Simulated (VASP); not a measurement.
# Geometry relaxation, with input and output: AlP (part 1 of 2)

- system: AlP (2 atoms in the cell)
- method: Kohn-Sham DFT of a periodic cell, PBE with D3(BJ), VASP PAW PBE potentials, recommended, no spin polarisation (VASP 6.6.1)

The structure derives from an entry of the Crystallography Open Database. It belongs to a series of runs on one base structure; here: relaxed again under DFT PBE+D3(BJ), scalar-relativistic, plane waves, PAW.

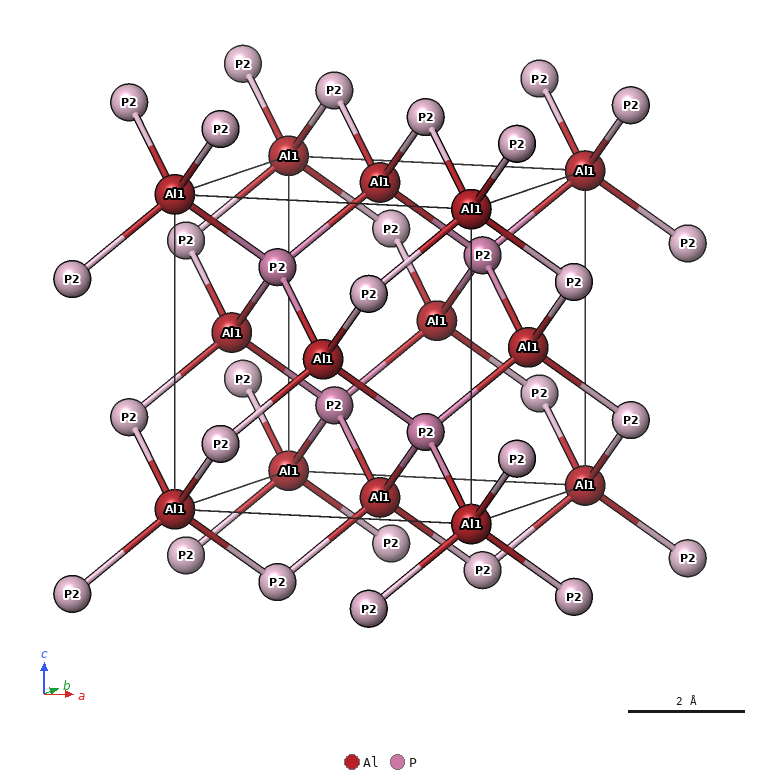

*The starting structure (ball-and-stick view of the cell 4 times as large as that of the calculation, set on its symmetry axes, seen slightly off an axis; neighbours outside the cell are drawn fainter; atoms are numbered from 1 in the order of the input).*

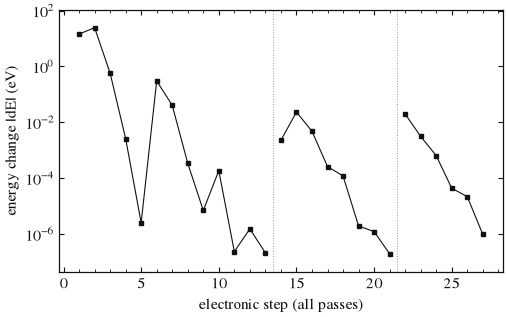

*Convergence of the self-consistent field: energy change |dE| against the electronic step. Each stretch between dotted lines is the SCF of one geometry step of a relaxation.*

The 3 ionic steps take 6 to 13 electronic steps each. The density is held fixed in the first few steps, and dE rises again when its update begins.

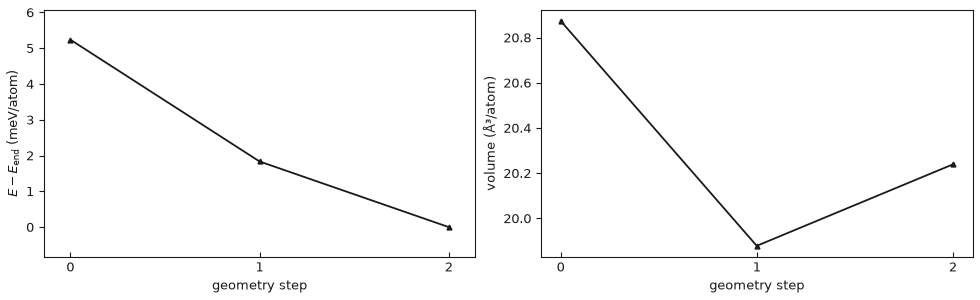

*Progress of the relaxation, step by step (steps are counted from 0).*

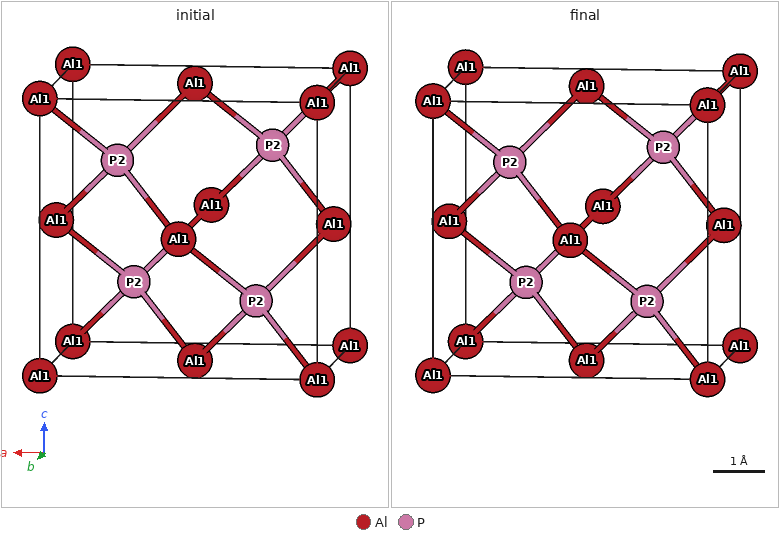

*Before (left) and after (right) the relaxation, at one scale (ball-and-stick view of the cell 4 times as large as that of the calculation, set on its symmetry axes, seen at an oblique angle).*

No atom moves by more than 0.005 Å relative to the cell. The volume changes by −3.0 %, with a = b = c 5.507 → 5.450 Å (−1.0 %). Distances before and after: Al1–P2 2.385 → 2.360 Å. The space group stays F-43m (No. 216). Over 2 geometry steps the energy falls by 5.2 meV per atom. All forces vanish by symmetry, so only the cell relaxes. (Atoms are counted from 1 in the order of the input.)

The input that produced these results follows, with the program's output.

### INCAR
```
PREC     = Accurate       # precision mode
ENCUT    = 600            # plane-wave cutoff, eV
EDIFF    = 1E-6           # SCF threshold, eV
ISMEAR   = 0              # smearing method
SIGMA    = 0.02           # smearing width, eV
LREAL    = False          # projectors in reciprocal space
LASPH    = True           # aspherical terms in the spheres
NELM     = 60             # most SCF steps
ALGO     = Normal         # electronic algorithm
ISIF     = 3              # what is computed and relaxed
LWAVE    = False          # write WAVECAR
LCHARG   = False          # write CHGCAR
GGA      = PE             # functional
IVDW     = 12             # dispersion correction
IBRION   = 2              # ionic algorithm
NSW      = 70             # ionic steps
EDIFFG   = -0.005         # ionic threshold
```

### KPOINTS
```
regular mesh
0
Gamma
  8 8 8
```

### POSCAR
```
AlP
1.0
    0.0000000000      2.7534005762      2.7534005762
    2.7534005762      0.0000000000      2.7534005762
    2.7534005762      2.7534005762      0.0000000000
Al P
1 1
Direct
    0.0000000000      0.0000000000      0.0000000000
    0.2500000000      0.2500000000      0.2500000000
```

Launched with:
```bash
cat potpaw_PBE.64/Al/POTCAR potpaw_PBE.64/P/POTCAR > POTCAR
mpirun -np 1 vasp_std > vasp.out
```

### OSZICAR
```
N       E                     dE             d eps       ncg     rms          rms(c)
DAV:   1     0.143180783151E+02    0.14318E+02   -0.34210E+03   464   0.853E+02
DAV:   2    -0.101427362618E+02   -0.24461E+02   -0.23836E+02   648   0.949E+01
DAV:   3    -0.107163583024E+02   -0.57362E+00   -0.57362E+00   624   0.191E+01
DAV:   4    -0.107189782401E+02   -0.26199E-02   -0.26199E-02   760   0.138E+00
DAV:   5    -0.107189807684E+02   -0.25283E-05   -0.25283E-05   640   0.443E-02    0.440E+00
DAV:   6    -0.104170849385E+02    0.30190E+00   -0.74644E-01   480   0.400E+00    0.282E+00
DAV:   7    -0.103765771812E+02    0.40508E-01   -0.22551E-01   600   0.240E+00    0.142E+00
DAV:   8    -0.103769176049E+02   -0.34042E-03   -0.14608E-02   512   0.799E-01    0.228E-01
DAV:   9    -0.103769245580E+02   -0.69531E-05   -0.48864E-04   688   0.169E-01    0.108E-01
DAV:  10    -0.103771093487E+02   -0.18479E-03   -0.27849E-04   488   0.119E-01    0.195E-02
DAV:  11    -0.103771091132E+02    0.23547E-06   -0.24958E-05   672   0.261E-02    0.670E-03
DAV:  12    -0.103771106380E+02   -0.15248E-05   -0.22862E-06   512   0.123E-02    0.250E-03
DAV:  13    -0.103771108487E+02   -0.21070E-06   -0.44317E-07   264   0.372E-03
   1 F= -.10976166E+02 E0= -.10976166E+02  d E =-.109762E+02
       N       E                     dE             d eps       ncg     rms          rms(c)
DAV:   1    -0.103793857117E+02   -0.22751E-02   -0.75183E-01   488   0.530E+00    0.983E-01
DAV:   2    -0.103561700735E+02    0.23216E-01   -0.56485E-02   544   0.131E+00    0.535E-01
DAV:   3    -0.103513962674E+02    0.47738E-02   -0.18208E-02   560   0.701E-01    0.170E-01
DAV:   4    -0.103511366639E+02    0.25960E-03   -0.42017E-04   560   0.153E-01    0.137E-01
DAV:   5    -0.103510163246E+02    0.12034E-03   -0.15047E-04   560   0.747E-02    0.524E-02
DAV:   6    -0.103510182805E+02   -0.19559E-05   -0.77576E-06   616   0.210E-02    0.181E-02
DAV:   7    -0.103510195011E+02   -0.12206E-05   -0.12757E-06   488   0.726E-03    0.614E-03
DAV:   8    -0.103510193048E+02    0.19628E-06   -0.33207E-08   232   0.131E-03
   2 F= -.10982977E+02 E0= -.10982977E+02  d E =-.681109E-02
       N       E                     dE             d eps       ncg     rms          rms(c)
DAV:   1    -0.103707805821E+02   -0.19761E-01   -0.99390E-02   496   0.190E+00    0.352E-01
DAV:   2    -0.103676577185E+02    0.31229E-02   -0.78086E-03   544   0.488E-01    0.193E-01
DAV:   3    -0.103670158193E+02    0.64190E-03   -0.24210E-03   560   0.255E-01    0.542E-02
DAV:   4    -0.103669723493E+02    0.43470E-04   -0.58990E-05   576   0.566E-02    0.438E-02
DAV:   5    -0.103669505594E+02    0.21790E-04   -0.19632E-05   552   0.270E-02    0.181E-02
DAV:   6    -0.103669495866E+02    0.97284E-06   -0.83050E-07   296   0.739E-03
   3 F= -.10986646E+02 E0= -.10986646E+02  d E =-.104802E-01
```

### Parts of OUTCAR
```
PREC = Accurate
   ENCUT = 600
   EDIFF = 1E-6
   ISMEAR = 0
   LREAL = False
   LASPH = True
   NELM = 60
   ISIF = 3
   GGA = PE
   IVDW = 12
   IBRION = 2
   NSW = 70
   EDIFFG = -0.005
 IVDW          = 12
 VDW_S6        =  1.00000000  s6, scaling of the dipole-dipole dispersion
 VDW_S8        =  0.78750002  s8, scaling of the dipole-quadrupole dispersion
 VDW_A1        =  0.42890000  a1, scaling of the critical radii
 VDW_A2        =  4.44070005  a2, offset of the critical radii
 VDW_RADIUS    = 50.20216178  two-body interaction cutoff (in Angstroms)
 VDW_CNRADIUS  = 21.16708996  CN, coordination number cutoff (in Angstroms)

 ion  position               nearest neighbor table
   1  0.000  0.000  0.000-   2 2.38   2 2.38   2 2.38   2 2.38
   2  0.250  0.250  0.250-   1 2.38   1 2.38   1 2.38   1 2.38

  LATTYP: Found a face centered cubic cell.
 ALAT       =     5.5068011524

  Lattice vectors:

 A1 = (   0.0000000000,   2.7534005762,   2.7534005762)
 A2 = (   2.7534005762,   0.0000000000,   2.7534005762)
 A3 = (   2.7534005762,   2.7534005762,   0.0000000000)

Analysis of symmetry for initial positions (statically):
=====================================================================
 Subroutine PRICEL returns:
 Original cell was already a primitive cell.

 Routine SETGRP: Setting up the symmetry group for a
 face centered cubic supercell.

 Subroutine GETGRP returns: Found 24 space group operations
 (whereof 24 operations were pure point group operations)
 out of a pool of 48 trial point group operations.

The static configuration has the point symmetry T_d .

Analysis of symmetry for dynamics (positions and initial velocities):
=====================================================================
 Subroutine PRICEL returns:
 Original cell was already a primitive cell.

 Routine SETGRP: Setting up the symmetry group for a
 face centered cubic supercell.

 Subroutine GETGRP returns: Found 24 space group operations
 (whereof 24 operations were pure point group operations)
 out of a pool of 48 trial point group operations.

The dynamic configuration has the point symmetry T_d .

 Subroutine INISYM returns: Found 24 space group operations
 (whereof 24 operations are pure point group operations),
 and found     1 'primitive' translations

----------------------------------------------------------------------------------------

                                     Primitive cell

  volume of cell :      41.7482

  direct lattice vectors                    reciprocal lattice vectors
     0.000000000  2.753400576  2.753400576    -0.181593628  0.181593628  0.181593628
     2.753400576  0.000000000  2.753400576     0.181593628 -0.181593628  0.181593628
     2.753400576  2.753400576  0.000000000     0.181593628  0.181593628 -0.181593628

  length of vectors
     3.893896438  3.893896438  3.893896438     0.314529390  0.314529390  0.314529390

  position of ions in fractional coordinates (direct lattice)
     0.000000000  0.000000000  0.000000000
     0.250000000  0.250000000  0.250000000

  ion indices of the primitive-cell ions
   primitive index   ion index
                 1           1
                 2           2

----------------------------------------------------------------------------------------

 KPOINTS: regular mesh

Automatic generation of k-mesh.
 Grid dimensions read from file:
 generate k-points for:    8    8    8

 Generating k-lattice:

  Cartesian coordinates                     Fractional coordinates (reciprocal lattice)
    -0.022699204  0.022699204  0.022699204     0.125000000  0.000000000  0.000000000
     0.022699204 -0.022699204  0.022699204     0.000000000  0.125000000  0.000000000
     0.022699204  0.022699204 -0.022699204     0.000000000  0.000000000  0.125000000

  Length of vectors
     0.039316174  0.039316174  0.039316174

  Shift w.r.t. Gamma in fractional coordinates (k-lattice)
     0.000000000  0.000000000  0.000000000

 Subroutine IBZKPT returns following result:
 ===========================================

 Found     29 irreducible k-points:

 Following reciprocal coordinates:
            Coordinates               Weight
  0.000000  0.000000  0.000000      1.000000
  0.125000  0.000000  0.000000      8.000000
  0.250000  0.000000  0.000000      8.000000
  0.375000  0.000000  0.000000      8.000000
  0.500000  0.000000  0.000000      4.000000
  0.125000  0.125000  0.000000      6.000000
  0.250000  0.125000  0.000000     24.000000
  0.375000  0.125000  0.000000     24.000000
  0.500000  0.125000  0.000000     24.000000
 -0.375000  0.125000  0.000000     24.000000
 -0.250000  0.125000  0.000000     24.000000
 -0.125000  0.125000  0.000000     12.000000
  0.250000  0.250000  0.000000      6.000000
  0.375000  0.250000  0.000000     24.000000
  0.500000  0.250000  0.000000     24.000000
 -0.375000  0.250000  0.000000     24.000000
 -0.250000  0.250000  0.000000     12.000000
  0.375000  0.375000  0.000000      6.000000
  0.500000  0.375000  0.000000     24.000000
 -0.375000  0.375000  0.000000     12.000000
  0.500000  0.500000  0.000000      3.000000
  0.375000  0.250000  0.125000     24.000000
  0.500000  0.250000  0.125000     48.000000
 -0.375000  0.250000  0.125000     24.000000
 [... further k-points ...]
```
